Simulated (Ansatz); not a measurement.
Run report: TaN, geometry relaxation (part 4 of 4)

Continued. System: TaN (slab, 42 atoms in the cell). Method: DFT PBEsol, scalar-relativistic, plane waves, PAW, no spin polarisation (Ansatz 0.2.0); cutoff 420 eV, 3×8×1 k-mesh, Gaussian smearing of 0.1 eV. The structure derives from an entry of the Crystallography Open Database. The input holds or restrains some coordinates. Forces given for the steps count only the free coordinates. It belongs to a series of runs on one base structure; here: stripe over 1.5 of 3 cells, two steps.

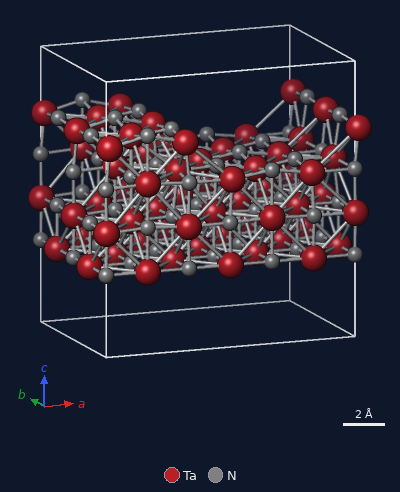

Fig. 1: The geometry at step 8 of the log (ball-and-stick view of the 1 × 2 repeat of the cell, with the vacuum cut short, seen slightly off an axis).

Trajectory as extended XYZ, continued:
```
42
Lattice="13.1271 0.0000 0.0000 0.0000 4.3757 0.0000 0.0000 0.0000 18.5635" Properties=species:S:1:pos:R:3:forces:R:3 step=5 energy=-213915.27765
Ta    2.1878    0.0000    1.5000    0.0000   0.0000   2.1445
N     0.0000    0.0000    1.5000   -0.1480   0.0000  -2.0443
Ta    2.1878    2.1878    3.6452    0.0000   0.0000  -0.2071
N    -0.0060    2.1878    3.6466    0.0234   0.0000   0.1415
Ta   -0.0013    0.0000    3.6088    0.1452   0.0000  -0.0362
N     2.1878    0.0000    3.6969    0.0000   0.0000   0.1440
Ta    0.0000    2.1878    1.5000   -0.0751   0.0000   1.7614
N     2.1878    2.1878    1.5000    0.0000   0.0000  -1.7781
Ta    6.5635    0.0000    1.5000   -0.0655   0.0000   1.1551
N     4.3757    0.0000    1.5000    0.1480   0.0000  -2.0443
Ta    6.5530    2.1878    3.7064   -0.0143   0.0000  -0.0028
N     4.3816    2.1878    3.6466   -0.0234   0.0000   0.1415
Ta    4.3770    0.0000    3.6088   -0.1452   0.0000  -0.0362
N     6.5561    0.0000    3.6246    0.0023   0.0000   0.0634
Ta    4.3757    2.1878    1.5000    0.0751   0.0000   1.7614
N     6.5635    2.1878    1.5000   -0.0091   0.0000  -1.2480
Ta   10.9392    0.0000    1.5000    0.0655   0.0000   1.1551
N     8.7514    0.0000    1.5000    0.0000   0.0000  -1.0175
Ta   10.9498    2.1878    3.7064    0.0143   0.0000  -0.0028
N     8.7514    2.1878    3.6186    0.0000   0.0000  -0.0209
Ta    8.7514    0.0000    3.7241    0.0000   0.0000  -0.0490
N    10.9467    0.0000    3.6246   -0.0023   0.0000   0.0634
Ta    8.7514    2.1878    1.5000    0.0000   0.0000   1.1393
N    10.9392    2.1878    1.5000    0.0091   0.0000  -1.2480
Ta    2.1878    0.0000    5.9122    0.0000   0.0000  -0.0674
N    -0.0135    0.0000    5.8242    0.0192   0.0000  -0.0685
Ta   -0.2304    2.1878    5.9419   -0.1884   0.0000  -0.1038
N     2.1878    2.1878    5.8439    0.0000   0.0000  -0.0651
Ta    6.6526    0.0000    5.8091   -0.0025   0.0000   0.0088
N     4.3891    0.0000    5.8242   -0.0192   0.0000  -0.0685
Ta    4.6061    2.1878    5.9419    0.1884   0.0000  -0.1038
N     6.6800    2.1878    6.0284   -0.0211   0.0000   0.0212
Ta   10.8502    0.0000    5.8091    0.0025   0.0000   0.0088
N     8.7514    0.0000    6.1137    0.0000   0.0000  -0.0111
Ta    8.7514    2.1878    5.7219    0.0000   0.0000   0.1423
N    10.8228    2.1878    6.0284    0.0211   0.0000   0.0212
Ta    2.1878    2.1878    7.8706    0.0000   0.0000   0.2034
N     0.0510    2.1878    8.0695    0.0623   0.0000   0.0043
Ta    0.1837    0.0000    7.8663   -0.0073   0.0000   0.0409
N     2.1878    0.0000    8.3233    0.0000   0.0000   0.0544
N     4.3247    2.1878    8.0695   -0.0623   0.0000   0.0043
Ta    4.1920    0.0000    7.8663    0.0073   0.0000   0.0409
42
Lattice="13.1271 0.0000 0.0000 0.0000 4.3757 0.0000 0.0000 0.0000 18.5635" Properties=species:S:1:pos:R:3:forces:R:3 step=6 energy=-213915.29284
Ta    2.1878    0.0000    1.5000    0.0000   0.0000   2.1471
N     0.0000    0.0000    1.5000   -0.1713   0.0000  -2.0580
Ta    2.1878    2.1878    3.6360    0.0000   0.0000  -0.1472
N    -0.0037    2.1878    3.6565    0.0219   0.0000   0.1145
Ta    0.0083    0.0000    3.6075    0.0916   0.0000  -0.0243
N     2.1878    0.0000    3.7064    0.0000   0.0000   0.1183
Ta    0.0000    2.1878    1.5000   -0.0912   0.0000   1.8418
N     2.1878    2.1878    1.5000    0.0000   0.0000  -1.8623
Ta    6.5635    0.0000    1.5000   -0.0248   0.0000   1.2010
N     4.3757    0.0000    1.5000    0.1713   0.0000  -2.0580
Ta    6.5523    2.1878    3.7086    0.0106   0.0000  -0.0170
N     4.3794    2.1878    3.6565   -0.0219   0.0000   0.1145
Ta    4.3674    0.0000    3.6075   -0.0916   0.0000  -0.0243
N     6.5515    0.0000    3.6287   -0.0107   0.0000   0.0326
Ta    4.3757    2.1878    1.5000    0.0912   0.0000   1.8418
N     6.5635    2.1878    1.5000   -0.0100   0.0000  -1.2289
Ta   10.9392    0.0000    1.5000    0.0248   0.0000   1.2010
N     8.7514    0.0000    1.5000    0.0000   0.0000  -1.0436
Ta   10.9504    2.1878    3.7086   -0.0106   0.0000  -0.0170
N     8.7514    2.1878    3.6215    0.0000   0.0000   0.0004
Ta    8.7514    0.0000    3.7212    0.0000   0.0000  -0.0363
N    10.9512    0.0000    3.6287    0.0107   0.0000   0.0326
Ta    8.7514    2.1878    1.5000    0.0000   0.0000   1.1484
N    10.9392    2.1878    1.5000    0.0100   0.0000  -1.2289
Ta    2.1878    0.0000    5.9184    0.0000   0.0000  -0.0404
N    -0.0126    0.0000    5.8204    0.0238   0.0000  -0.0197
Ta   -0.2453    2.1878    5.9392   -0.0511   0.0000  -0.0336
N     2.1878    2.1878    5.8459    0.0000   0.0000  -0.0333
Ta    6.6527    0.0000    5.8114    0.0071   0.0000  -0.0095
N     4.3883    0.0000    5.8204   -0.0238   0.0000  -0.0197
Ta    4.6210    2.1878    5.9392    0.0511   0.0000  -0.0336
N     6.6847    2.1878    6.0370    0.0133   0.0000  -0.0017
Ta   10.8501    0.0000    5.8114   -0.0071   0.0000  -0.0095
N     8.7514    0.0000    6.1169    0.0000   0.0000  -0.0235
Ta    8.7514    2.1878    5.7308    0.0000   0.0000   0.0268
N    10.8180    2.1878    6.0370   -0.0133   0.0000  -0.0017
Ta    2.1878    2.1878    7.8804    0.0000   0.0000   0.0718
N     0.0556    2.1878    8.0671    0.0388   0.0000  -0.0026
Ta    0.1872    0.0000    7.8654   -0.0431   0.0000   0.0366
N     2.1878    0.0000    8.3386    0.0000   0.0000   0.0113
N     4.3201    2.1878    8.0671   -0.0388   0.0000  -0.0026
Ta    4.1885    0.0000    7.8654    0.0431   0.0000   0.0366
42
Lattice="13.1271 0.0000 0.0000 0.0000 4.3757 0.0000 0.0000 0.0000 18.5635" Properties=species:S:1:pos:R:3:forces:R:3 step=7 energy=-213915.30162
Ta    2.1878    0.0000    1.5000    0.0000   0.0000   2.1441
N     0.0000    0.0000    1.5000   -0.2067   0.0000  -2.0459
Ta    2.1878    2.1878    3.6185    0.0000   0.0000   0.0092
N     0.0014    2.1878    3.6768    0.0002   0.0000   0.0421
Ta    0.0252    0.0000    3.6073    0.0063   0.0000  -0.0335
N     2.1878    0.0000    3.7260    0.0000   0.0000   0.0092
Ta    0.0000    2.1878    1.5000   -0.1177   0.0000   1.9627
N     2.1878    2.1878    1.5000    0.0000   0.0000  -2.0120
Ta    6.5635    0.0000    1.5000    0.0211   0.0000   1.2624
N     4.3757    0.0000    1.5000    0.2067   0.0000  -2.0459
Ta    6.5517    2.1878    3.7075   -0.0145   0.0000  -0.0178
N     4.3743    2.1878    3.6768   -0.0002   0.0000   0.0421
Ta    4.3505    0.0000    3.6073   -0.0063   0.0000  -0.0335
N     6.5424    0.0000    3.6322   -0.0068   0.0000  -0.0119
Ta    4.3757    2.1878    1.5000    0.1177   0.0000   1.9627
N     6.5635    2.1878    1.5000   -0.0118   0.0000  -1.2387
Ta   10.9392    0.0000    1.5000   -0.0211   0.0000   1.2624
N     8.7514    0.0000    1.5000    0.0000   0.0000  -1.1324
Ta   10.9511    2.1878    3.7075    0.0145   0.0000  -0.0178
N     8.7514    2.1878    3.6204    0.0000   0.0000  -0.0004
Ta    8.7514    0.0000    3.7106    0.0000   0.0000  -0.0074
N    10.9604    0.0000    3.6322    0.0068   0.0000  -0.0119
Ta    8.7514    2.1878    1.5000    0.0000   0.0000   1.1413
N    10.9392    2.1878    1.5000    0.0118   0.0000  -1.2387
Ta    2.1878    0.0000    5.9276    0.0000   0.0000   0.0518
N    -0.0091    0.0000    5.8201   -0.0124   0.0000   0.0317
Ta   -0.2606    2.1878    5.9419    0.0370   0.0000   0.0242
N     2.1878    2.1878    5.8440    0.0000   0.0000   0.0389
Ta    6.6524    0.0000    5.8092   -0.0104   0.0000  -0.0096
N     4.3848    0.0000    5.8201    0.0124   0.0000   0.0317
Ta    4.6363    2.1878    5.9419   -0.0370   0.0000   0.0242
N     6.6919    2.1878    6.0408    0.0095   0.0000  -0.0108
Ta   10.8504    0.0000    5.8092    0.0104   0.0000  -0.0096
N     8.7514    0.0000    6.1073    0.0000   0.0000  -0.0027
Ta    8.7514    2.1878    5.7310    0.0000   0.0000  -0.0347
N    10.8108    2.1878    6.0408   -0.0095   0.0000  -0.0108
Ta    2.1878    2.1878    7.8886    0.0000   0.0000  -0.0114
N     0.0634    2.1878    8.0693   -0.0340   0.0000   0.0092
Ta    0.1855    0.0000    7.8700    0.0370   0.0000  -0.0515
N     2.1878    0.0000    8.3526    0.0000   0.0000  -0.0181
N     4.3123    2.1878    8.0693    0.0340   0.0000   0.0092
Ta    4.1902    0.0000    7.8700   -0.0370   0.0000  -0.0515
42
Lattice="13.1271 0.0000 0.0000 0.0000 4.3757 0.0000 0.0000 0.0000 18.5635" Properties=species:S:1:pos:R:3:forces:R:3 step=8 energy=-213915.30255
Ta    2.1878    0.0000    1.5000    0.0000   0.0000   2.1565
N     0.0000    0.0000    1.5000   -0.2130   0.0000  -2.0514
Ta    2.1878    2.1878    3.6194    0.0000   0.0000  -0.0027
N     0.0035    2.1878    3.6847   -0.0036   0.0000   0.0042
Ta    0.0293    0.0000    3.6057    0.0016   0.0000  -0.0149
N     2.1878    0.0000    3.7330    0.0000   0.0000  -0.0082
Ta    0.0000    2.1878    1.5000   -0.1195   0.0000   1.9959
N     2.1878    2.1878    1.5000    0.0000   0.0000  -1.9890
Ta    6.5635    0.0000    1.5000    0.0240   0.0000   1.2604
N     4.3757    0.0000    1.5000    0.2130   0.0000  -2.0514
Ta    6.5493    2.1878    3.7050   -0.0130   0.0000  -0.0042
N     4.3722    2.1878    3.6847    0.0036   0.0000   0.0042
Ta    4.3464    0.0000    3.6057   -0.0016   0.0000  -0.0149
N     6.5396    0.0000    3.6307    0.0058   0.0000  -0.0059
Ta    4.3757    2.1878    1.5000    0.1195   0.0000   1.9959
N     6.5635    2.1878    1.5000   -0.0154   0.0000  -1.2590
Ta   10.9392    0.0000    1.5000   -0.0240   0.0000   1.2604
N     8.7514    0.0000    1.5000    0.0000   0.0000  -1.1642
Ta   10.9534    2.1878    3.7050    0.0130   0.0000  -0.0042
N     8.7514    2.1878    3.6179    0.0000   0.0000  -0.0038
Ta    8.7514    0.0000    3.7070    0.0000   0.0000   0.0008
N    10.9632    0.0000    3.6307   -0.0058   0.0000  -0.0059
Ta    8.7514    2.1878    1.5000    0.0000   0.0000   1.1358
N    10.9392    2.1878    1.5000    0.0154   0.0000  -1.2590
Ta    2.1878    0.0000    5.9344    0.0000   0.0000  -0.0053
N    -0.0089    0.0000    5.8204    0.0044   0.0000   0.0075
Ta   -0.2611    2.1878    5.9462    0.0144   0.0000   0.0224
N     2.1878    2.1878    5.8521    0.0000   0.0000  -0.0003
Ta    6.6515    0.0000    5.8060   -0.0003   0.0000  -0.0060
N     4.3846    0.0000    5.8204   -0.0044   0.0000   0.0075
Ta    4.6368    2.1878    5.9462   -0.0144   0.0000   0.0224
N     6.6927    2.1878    6.0375   -0.0005   0.0000  -0.0033
Ta   10.8513    0.0000    5.8060    0.0003   0.0000  -0.0060
N     8.7514    0.0000    6.1021    0.0000   0.0000   0.0038
Ta    8.7514    2.1878    5.7267    0.0000   0.0000  -0.0212
N    10.8101    2.1878    6.0375    0.0005   0.0000  -0.0033
Ta    2.1878    2.1878    7.8979    0.0000   0.0000  -0.0542
N     0.0610    2.1878    8.0745    0.0181   0.0000  -0.0279
Ta    0.1881    0.0000    7.8684   -0.0523   0.0000   0.0586
N     2.1878    0.0000    8.3557    0.0000   0.0000  -0.0009
N     4.3147    2.1878    8.0745   -0.0181   0.0000  -0.0279
Ta    4.1876    0.0000    7.8684    0.0523   0.0000   0.0586
42
Lattice="13.1271 0.0000 0.0000 0.0000 4.3757 0.0000 0.0000 0.0000 18.5635" Properties=species:S:1:pos:R:3:forces:R:3 step=9 energy=-213915.30307
Ta    2.1878    0.0000    1.5000    0.0000   0.0000   2.1550
N     0.0000    0.0000    1.5000   -0.2115   0.0000  -2.0553
Ta    2.1878    2.1878    3.6193    0.0000   0.0000  -0.0118
N     0.0060    2.1878    3.6884   -0.0138   0.0000  -0.0005
Ta    0.0290    0.0000    3.6047   -0.0054   0.0000   0.0049
N     2.1878    0.0000    3.7330    0.0000   0.0000  -0.0001
Ta    0.0000    2.1878    1.5000   -0.1208   0.0000   2.0014
N     2.1878    2.1878    1.5000    0.0000   0.0000  -1.9843
Ta    6.5635    0.0000    1.5000    0.0159   0.0000   1.2557
N     4.3757    0.0000    1.5000    0.2115   0.0000  -2.0553
Ta    6.5452    2.1878    3.7037    0.0127   0.0000   0.0034
N     4.3697    2.1878    3.6884    0.0138   0.0000  -0.0005
Ta    4.3467    0.0000    3.6047    0.0054   0.0000   0.0049
N     6.5410    0.0000    3.6293   -0.0109   0.0000   0.0000
Ta    4.3757    2.1878    1.5000    0.1208   0.0000   2.0014
N     6.5635    2.1878    1.5000   -0.0124   0.0000  -1.2702
Ta   10.9392    0.0000    1.5000   -0.0159   0.0000   1.2557
N     8.7514    0.0000    1.5000    0.0000   0.0000  -1.1704
Ta   10.9576    2.1878    3.7037   -0.0127   0.0000   0.0034
N     8.7514    2.1878    3.6150    0.0000   0.0000  -0.0022
Ta    8.7514    0.0000    3.7064    0.0000   0.0000   0.0020
N    10.9618    0.0000    3.6293    0.0109   0.0000   0.0000
Ta    8.7514    2.1878    1.5000    0.0000   0.0000   1.1330
N    10.9392    2.1878    1.5000    0.0124   0.0000  -1.2702
Ta    2.1878    0.0000    5.9360    0.0000   0.0000  -0.0147
N    -0.0085    0.0000    5.8234   -0.0023   0.0000   0.0029
Ta   -0.2607    2.1878    5.9509   -0.0069   0.0000  -0.0112
N     2.1878    2.1878    5.8515    0.0000   0.0000   0.0003
Ta    6.6506    0.0000    5.8047    0.0025   0.0000   0.0014
N     4.3842    0.0000    5.8234    0.0023   0.0000   0.0029
Ta    4.6364    2.1878    5.9509    0.0069   0.0000  -0.0112
N     6.6927    2.1878    6.0355   -0.0033   0.0000  -0.0001
Ta   10.8522    0.0000    5.8047   -0.0025   0.0000   0.0014
N     8.7514    0.0000    6.0997    0.0000   0.0000   0.0011
Ta    8.7514    2.1878    5.7226    0.0000   0.0000   0.0005
N    10.8101    2.1878    6.0355    0.0033   0.0000  -0.0001
Ta    2.1878    2.1878    7.8952    0.0000   0.0000   0.0123
N     0.0620    2.1878    8.0752   -0.0030   0.0000   0.0176
Ta    0.1858    0.0000    7.8733    0.0048   0.0000  -0.0110
N     2.1878    0.0000    8.3557    0.0000   0.0000   0.0014
N     4.3137    2.1878    8.0752    0.0030   0.0000   0.0176
Ta    4.1899    0.0000    7.8733   -0.0048   0.0000  -0.0110
42
Lattice="13.1271 0.0000 0.0000 0.0000 4.3757 0.0000 0.0000 0.0000 18.5635" Properties=species:S:1:pos:R:3:forces:R:3 step=10 energy=-213915.30307
Ta    2.1878    0.0000    1.5000    0.0000   0.0000   2.1550
N     0.0000    0.0000    1.5000   -0.2115   0.0000  -2.0553
Ta    2.1878    2.1878    3.6193    0.0000   0.0000  -0.0118
N     0.0060    2.1878    3.6884   -0.0138   0.0000  -0.0005
Ta    0.0290    0.0000    3.6047   -0.0054   0.0000   0.0049
N     2.1878    0.0000    3.7330    0.0000   0.0000  -0.0001
Ta    0.0000    2.1878    1.5000   -0.1208   0.0000   2.0014
N     2.1878    2.1878    1.5000    0.0000   0.0000  -1.9843
Ta    6.5635    0.0000    1.5000    0.0159   0.0000   1.2556
N     4.3757    0.0000    1.5000    0.2115   0.0000  -2.0553
Ta    6.5452    2.1878    3.7037    0.0127   0.0000   0.0034
N     4.3697    2.1878    3.6884    0.0138   0.0000  -0.0005
Ta    4.3467    0.0000    3.6047    0.0054   0.0000   0.0049
N     6.5410    0.0000    3.6293   -0.0109   0.0000   0.0000
Ta    4.3757    2.1878    1.5000    0.1208   0.0000   2.0014
N     6.5635    2.1878    1.5000   -0.0124   0.0000  -1.2702
Ta   10.9392    0.0000    1.5000   -0.0159   0.0000   1.2556
N     8.7514    0.0000    1.5000    0.0000   0.0000  -1.1704
Ta   10.9576    2.1878    3.7037   -0.0127   0.0000   0.0034
N     8.7514    2.1878    3.6150    0.0000   0.0000  -0.0022
Ta    8.7514    0.0000    3.7064    0.0000   0.0000   0.0019
N    10.9618    0.0000    3.6293    0.0109   0.0000   0.0000
Ta    8.7514    2.1878    1.5000    0.0000   0.0000   1.1329
N    10.9392    2.1878    1.5000    0.0124   0.0000  -1.2702
Ta    2.1878    0.0000    5.9360    0.0000   0.0000  -0.0147
N    -0.0085    0.0000    5.8234   -0.0023   0.0000   0.0029
Ta   -0.2607    2.1878    5.9509   -0.0069   0.0000  -0.0112
N     2.1878    2.1878    5.8515    0.0000   0.0000   0.0003
Ta    6.6506    0.0000    5.8047    0.0025   0.0000   0.0014
N     4.3842    0.0000    5.8234    0.0023   0.0000   0.0029
Ta    4.6364    2.1878    5.9509    0.0069   0.0000  -0.0112
N     6.6927    2.1878    6.0355   -0.0033   0.0000  -0.0001
Ta   10.8522    0.0000    5.8047   -0.0025   0.0000   0.0014
N     8.7514    0.0000    6.0997    0.0000   0.0000   0.0011
Ta    8.7514    2.1878    5.7226    0.0000   0.0000   0.0005
N    10.8101    2.1878    6.0355    0.0033   0.0000  -0.0001
Ta    2.1878    2.1878    7.8952    0.0000   0.0000   0.0123
N     0.0620    2.1878    8.0752   -0.0030   0.0000   0.0176
Ta    0.1858    0.0000    7.8733    0.0049   0.0000  -0.0110
N     2.1878    0.0000    8.3557    0.0000   0.0000   0.0014
N     4.3137    2.1878    8.0752    0.0030   0.0000   0.0176
Ta    4.1899    0.0000    7.8733   -0.0049   0.0000  -0.0110
```

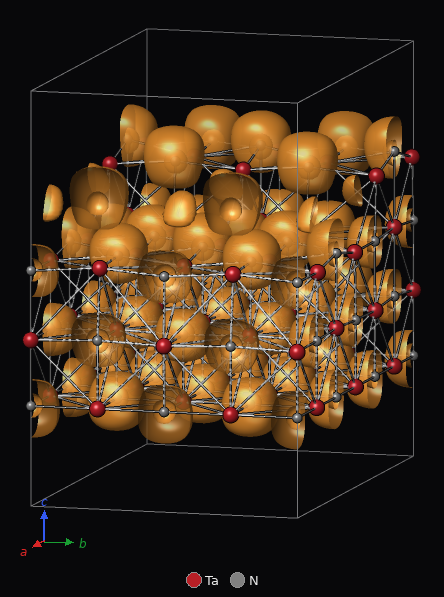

Fig. 2: Isosurface of the electron localisation function at 0.6 (orange), seen slightly off an axis. Core shells and regions of very low density are left out. Sticks mark near contacts. Profiles from the grid: Ta–N (2.04 Å): the ELF is about 0.30 at the midpoint (no shared pair; the contact is polar). Ta–Ta (2.79 Å): the ELF is about 0.40 at the midpoint; no shared electron pair. In a PAW calculation such maps are meaningful between the atoms, not at the nuclei.

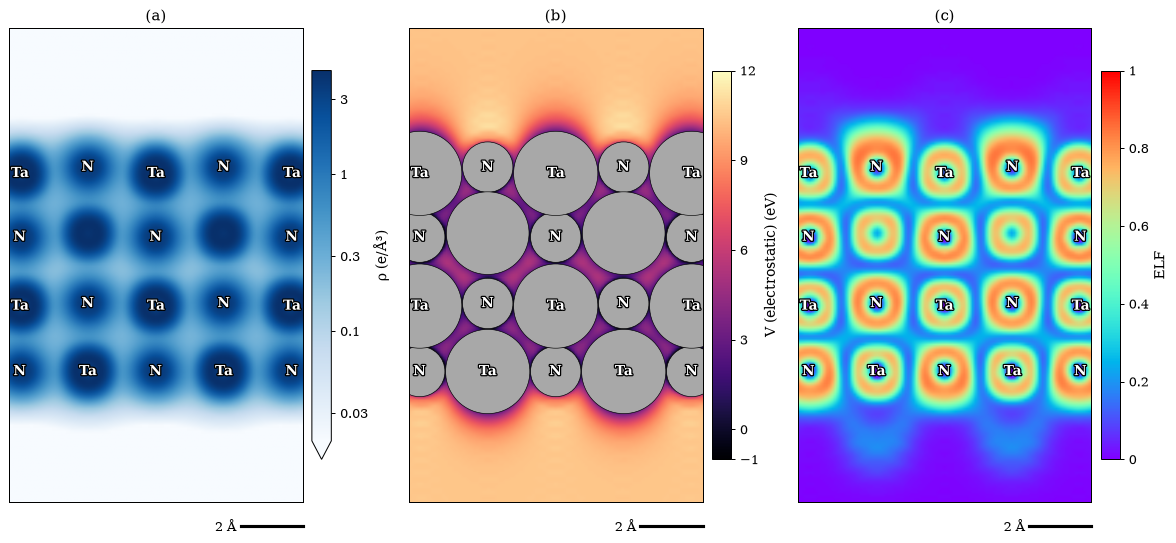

Fig. 3: (a) valence pseudo-density; (b) electrostatic potential (local pseudopotential plus Hartree) felt by an electron; (c) ELF on the (100) plane of the calculation cell, a cut from vacuum to vacuum. Grey discs, where drawn, cover atomic cores. Ta–N (2.06 Å): the density is about 0.8 e/Å³ at the midpoint; the ELF is about 0.25 at the midpoint; no shared pair; the contact is polar. Ta–N (2.10 Å): ρ at the midpoint is about 0.71 e/Å³; the ELF is about 0.20 at the midpoint; a polar contact without a shared pair, in a metal. Ta–N (2.19 Å): the density is about 0.56 e/Å³ at the midpoint; the ELF is about 0.20 at the midpoint (a polar contact without a shared pair, in a metal). Ta–N (2.22 Å): ρ at the midpoint is about 0.52 e/Å³; the ELF is about 0.15 at the midpoint (a polar contact without a shared pair, in a metal). The density dies away to nearly zero in the vacuum. The strong features right at Ta lie inside the PAW spheres (semicore, d or f shells) and say nothing about bonding.

Summary:

```json
{"quantity": "outcome", "value": "converged under the restraints of the input"}
{"quantity": "electrons treated", "value": "378"}
{"quantity": "free energy", "value": "−213915.3031 eV"}
{"quantity": "Fermi energy", "value": "6.778 eV"}
{"quantity": "gap on the k-point mesh", "value": "none (metallic)"}
{"quantity": "final volume", "value": "1066.29 Å³"}
{"quantity": "largest force (length of the vector) at the end, held atoms and coordinates included", "value": "2.155 eV/Å"}
{"quantity": "wall time", "value": "7.8 min (CPU time 31 min)"}
{"quantity": "peak memory", "value": "5.2 GiB"}
```

Remarks:

The program warns: the density in the vacuum is higher than it should be, so vacuum levels may be off; the exchange-correlation potential is rough where the density is thin. Spin–orbit coupling is left out, which matters for Ta.
